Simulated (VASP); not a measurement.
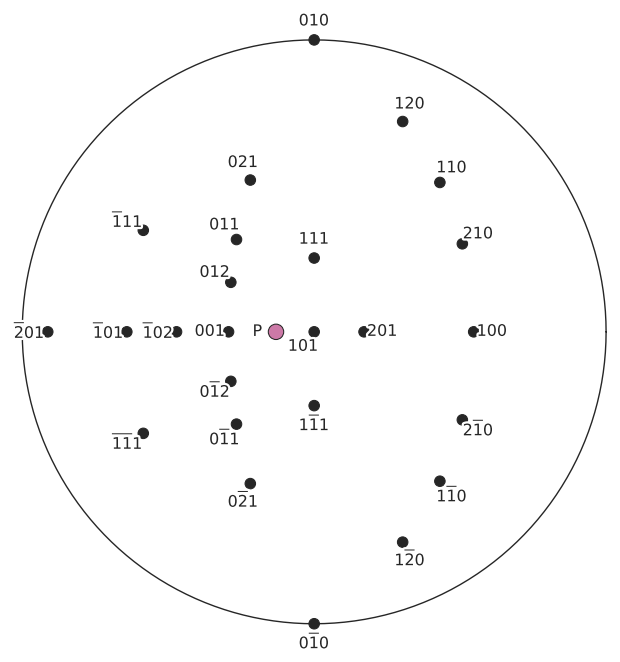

For TiO₂, the geometry relaxed with VASP Kohn-Sham DFT of a periodic cell, LDA, VASP PAW LDA potentials, recommended in VASP: stereographic projection of plane normals (upper hemisphere) centred on (1 0 1). Geometry calculated from the standardised cell; symmetry tolerance 0.002 Å.

a = 4.552 Å, b = 4.552 Å, c = 2.921 Å, α = 90.00°, β = 90.00°, γ = 90.00°.

Q: Index the pole marked P.

A: P is (1 0 2), 14.9° from the centre.

Q: What is the angle between the normals of (0 1 0) and (1 −2 0), and what are their d_hkl = 1/|g|?

A: 153.4°; d = 4.552 Å and 2.036 Å.
